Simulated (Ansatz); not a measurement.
## Cu: a changed input and its effect

System: Cu (2 atoms in the cell).
Method of the first run: DFT, PBE, plane waves, PAW, no spin polarisation (Ansatz 0.2.0).

The structure is a generated one, with these elements put on the sites of a known structure type; it need not be a known phase. Text and figures count atoms from 1; the logs count them from 0 in places.

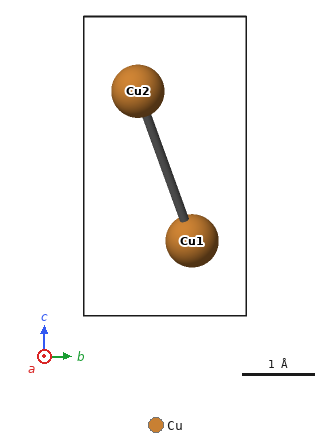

The structure as given in the input (ball-and-stick view of the cell of the calculation, along the a axis; atoms are numbered from 1 in the order of the input).

**Input, the first run**
```yaml
crystal:
  lattice:
    - [2.616873, 0.0, 0.0]
    - [-1.308437, 2.266282, 0.0]
    - [0.0, 0.0, 4.169643]
  atoms:
    - { symbol: Cu, position: [0.33333, 0.66667, 0.25] }
    - { symbol: Cu, position: [0.66666, 0.33333, 0.75] }
  symmetry: { tolerance: 0.0003 }
kpoints:
  mp_grid: { grid: [8, 8, 4], shift: [0, 0, 0] }
magnetization:
  spin_polarized: false
scf:
  occupations: { method: tetrahedron_uncorrected }
  eigensolver: { kind: davidson }
hamiltonian:
  pseudopotentials: { kind: paw }
  xc: pbe
basis:
  ecutwfc: 420
output:
  forces: true
  stress: true
  eigenvalues: true
```

Launched with:
```bash
ansatz run input.yaml --threads 1 --pin off --max-ram 2560MiB --backend cpu --events-out ev --progress --plain --runs-dir out
```

Hardware: 1 thread of an x86-64 CPU, shared host.

**Output, shortened to warnings, some set-up lines, iterations and results (the first run)**
```
Warning: the atoms were moved onto the symmetric positions of the space group found under crystal.symmetry.tolerance 3.0e-4 (fractional; no operation is sought that the atoms, as they stand in a round, miss by more than twice it, and no atom is moved by as much as it), and the run uses the moved positions. Before a round's move an operation carried an atom to 1.31e-5 Å from where it should land, …
Basis set: ecut = 420 eV, 487 PW (Γ), exchange–correlation on 36×36×60 points (8 copies of the dense FFT grid, shifted against one another)
Symmetry: 24 space group operations
k-points: 30 of 256
Initial density: superposition of atomic densities (neutral atoms: chi_scale 0, normalization atom), corrected by the library's trained network
[...]
SCF iter   1: F=—  HF=-13250.084502 eV  |F-HF|=—  |Δ(HF+E_count)|=         —  Δρ=6.80e-3  dr2=6.77e-3  ethr=1.77e-3  ⟨swp⟩=8.7  Hψ=3159  notcnv=1
SCF iter   2: F=—  HF=-13250.084288 eV  |F-HF|=—  |Δ(HF+E_count)|=   2.14e-4  Δρ=2.65e-3  dr2=6.01e-4  ethr=1.62e-6  ⟨swp⟩=2.1  Hψ=3547  notcnv=0  defer=1
SCF iter   3: F=—  HF=-13250.083753 eV  |F-HF|=—  |Δ(HF+E_count)|=   5.35e-4  Δρ=1.12e-3  dr2=2.14e-4  ethr=1.58e-6  ⟨swp⟩=3.2  Hψ=2021  notcnv=0
SCF iter   4: F=—  HF=-13250.083725 eV  |F-HF|=—  |Δ(HF+E_count)|=   2.82e-5  Δρ=2.29e-4  dr2=3.73e-6  ethr=5.64e-7  ⟨swp⟩=2.1  Hψ=1533  notcnv=0
SCF iter   5: F=—  HF=-13250.083724 eV  |F-HF|=—  |Δ(HF+E_count)|=   8.09e-7  Δρ=9.23e-5  dr2=7.10e-7  ethr=9.82e-9  ⟨swp⟩=3.7  Hψ=2060  notcnv=0
SCF iter   6: F=-13250.083724 eV  HF=-13250.083724 eV  |F-HF|=6.11e-9  |Δ(HF+E_count)|=   1.96e-8  Δρ=1.17e-5  dr2=2.08e-8  ethr=1.87e-9  ⟨swp⟩=3.0  Hψ=1984  notcnv=0
SCF 1 converged in 6 iterations: F = -13250.083724 eV  dr2 = 2.08e-8
  Residual-converged pass: ⟨swp⟩=3.1  Hψ=1933  notcnv=0  max |occ|·‖R‖ = 6.3e-6 eV (tolerance 6.7e-6 eV)  dr2=1.97e-8  dr2_onsite=5.14e-9  max |Δocc| = 3.3e-12
SCF converged after 6 iterations
Free energy (F): -13250.083724 eV
Harris-Foulkes:  -13250.083724 eV  (|F-HF|=6.11e-9)
Internal energy: -13250.077591 eV  (E = F + TS)
E sigma→0 (E₀):  -13250.083724 eV
Entropy (-TS):   -0.006133 eV (-3.066 meV/atom)
Fermi energy:    15.831112 eV
--- Per-component energies (eV) ---
  E_band       = -752.262535
  E_kinetic    = 598.518254
  E_local      = -8267.276672  (includes V_loc(G=0)·N_el)
  E_nonlocal   = 779.554116
  E_hartree    = 3635.375786
  E_xc         = -178.429240
  E_vxc        = -230.207099  (∫ρ·V_xc dr)
  E_paw        = -3325.713016  (= ΣΔE_a)
  E_vpaw       = -903.619133  (= ΣTr[D̂ρ^β])
  E_aug_tail   = 0.000533  (compensation charges beyond the density's cutoff)
  E_ewald      = -6492.107352
  E_smearing   = -0.006133  (= −TS)
  E_closure    = -0.000000  (closes the sum)
  Σ components = -13250.083724   (vs F -13250.083724, Δ=0.00e0)
--- Forces (eV/Å), atoms counted from 1 ---
  atom   1  Cu    -0.00000000    -0.00000000     0.00000000
  atom   2  Cu     0.00000000     0.00000000     0.00000000
  max |Σ_I F_I| component: 1.39e-17 eV/Å
--- Stress (GPa, compression-positive) ---
       -4.441855      -0.000000       0.000000
       -0.000000      -4.441855       0.000000
        0.000000       0.000000      -1.222552
  P = ⅓ Tr σ = -3.3688 GPa (-33.688 kbar)
```

The input of the second run differs as follows (lines with − go, lines with + come):
```diff
-  mp_grid: { grid: [8, 8, 4], shift: [0, 0, 0] }
+  mp_grid: { grid: [8, 8, 4], shift: [0.5, 0.5, 0.5] }
-  occupations: { method: tetrahedron_uncorrected }
-  eigensolver: { kind: davidson }
+  occupations: { method: fermi_dirac }
```

What does this change do to the results?

The energy of the second run (smearing taken to zero) is 122.5 meV per atom lower, the joint effect of these numerical settings, which can't be told apart here. The pressure goes from −3.37 to −4.13 GPa. The largest force goes from 0.000 to 0.023 eV/Å. The number of SCF iterations is the same. The irreducible k-points go from 30 to 40.

**Output, shortened to warnings, some set-up lines, iterations and results (the second run)**
```
Warning: the atoms were moved onto the symmetric positions of the space group found under crystal.symmetry.tolerance 3.0e-4 (fractional; no operation is sought that the atoms, as they stand in a round, miss by more than twice it, and no atom is moved by as much as it), and the run uses the moved positions. Before a round's move an operation carried an atom to 1.31e-5 Å from where it should land, …
Warning: crystal.symmetry: narrowed to the stabiliser of the k-point mesh — unitary ops 24 → 8; excluded 16 operations that carry a point of the 8×8×4 mesh (shift [0.5, 0.5, 0.5]) off the mesh (the run samples exactly the mesh kpoints.mp_grid names, as under crystal.symmetry.detect: false, and its converged state has the mesh's symmetry, not the crystal's; ε∞, the Born charges and the force …
Basis set: ecut = 420 eV, 487 PW (Γ), exchange–correlation on 36×36×60 points (8 copies of the dense FFT grid, shifted against one another)
Symmetry: 8 space group operations
k-points: 40 of 256
Initial density: superposition of atomic densities (neutral atoms: chi_scale 0, normalization atom), corrected by the library's trained network
[...]
SCF iter   1: F=—  HF=-13250.337596 eV  |F-HF|=—  |Δ(HF+E_count)|=         —  Δρ=1.48e-3  dr2=1.72e-4  ethr=1.77e-3  ⟨swp⟩=4.6  Hψ=3353  notcnv=0
SCF iter   2: F=—  HF=-13250.337911 eV  |F-HF|=—  |Δ(HF+E_count)|=   3.15e-4  Δρ=9.37e-4  dr2=9.04e-5  ethr=4.53e-7  ⟨swp⟩=2.9  Hψ=2213  notcnv=0
SCF iter   3: F=—  HF=-13250.337962 eV  |F-HF|=—  |Δ(HF+E_count)|=   5.18e-5  Δρ=4.14e-4  dr2=2.04e-5  ethr=2.38e-7  ⟨swp⟩=2.0  Hψ=1363  notcnv=0
SCF iter   4: F=—  HF=-13250.337958 eV  |F-HF|=—  |Δ(HF+E_count)|=   4.14e-6  Δρ=4.27e-5  dr2=2.20e-7  ethr=5.38e-8  ⟨swp⟩=2.0  Hψ=1335  notcnv=0
SCF iter   5: F=-13250.337958 eV  HF=-13250.337958 eV  |F-HF|=6.40e-9  |Δ(HF+E_count)|=   9.99e-8  Δρ=1.07e-5  dr2=1.00e-8  ethr=5.79e-10  ⟨swp⟩=2.8  Hψ=1512  notcnv=0
SCF iter   6: F=-13250.337958 eV  HF=-13250.337958 eV  |F-HF|=8.55e-11  |Δ(HF+E_count)|=   7.91e-9  Δρ=9.21e-7  dr2=6.87e-11  ethr=2.63e-11  ⟨swp⟩=2.5  Hψ=2943  notcnv=0
SCF 1 converged in 6 iterations: F = -13250.337958 eV  dr2 = 6.87e-11
SCF converged after 6 iterations
Free energy (F): -13250.337958 eV
Harris-Foulkes:  -13250.337958 eV  (|F-HF|=8.55e-11)
Internal energy: -13250.319450 eV  (E = F + TS)
E sigma→0 (E₀):  -13250.328704 eV
Entropy (-TS):   -0.018509 eV (-9.254 meV/atom)
Fermi energy:    15.808764 eV
--- Per-component energies (eV) ---
  E_band       = -750.425845
  E_kinetic    = 598.833614
  E_local      = -8271.118785  (includes V_loc(G=0)·N_el)
  E_nonlocal   = 780.877760
  E_hartree    = 3638.589756
  E_xc         = -178.364349
  E_vxc        = -230.119819  (∫ρ·V_xc dr)
  E_paw        = -3327.030628  (= ΣΔE_a)
  E_vpaw       = -906.079218  (= ΣTr[D̂ρ^β])
  E_aug_tail   = 0.000534  (compensation charges beyond the density's cutoff)
  E_ewald      = -6492.107352
  E_smearing   = -0.018509  (= −TS)
  E_closure    = -0.000000  (closes the sum)
  Σ components = -13250.337958   (vs F -13250.337958, Δ=0.00e0)
--- Forces (eV/Å), atoms counted from 1 ---
  atom   1  Cu     0.01991084    -0.01149553     0.00000000
  atom   2  Cu    -0.01991084     0.01149553     0.00000000
  max |Σ_I F_I| component: 0.00e0 eV/Å
--- Stress (GPa, compression-positive) ---
       -6.342438       0.998585       0.000000
        0.998585      -5.189371       0.000000
        0.000000       0.000000      -0.856249
  P = ⅓ Tr σ = -4.1294 GPa (-41.294 kbar)
```

**The two runs side by side**

```tsv
quantity	the first run	the second run
outcome	converged	converged
free energy per atom (eV)	−6625.0419	−6625.1690
energy per atom, smearing taken to zero (eV)	−6625.0419	−6625.1644
pressure (GPa)	−3.37	−4.13
largest force (eV/Å)	0.000	0.023
SCF iterations	6	6
irreducible k-points	30	40
plane waves at Γ	487	487
wall time (shared host)	0.86 s	0.87 s
```

For the first run: Warnings: the structure was made exactly symmetric. For the second run: Warnings: the structure was made exactly symmetric; the k-point mesh lowers the symmetry that the run can use.
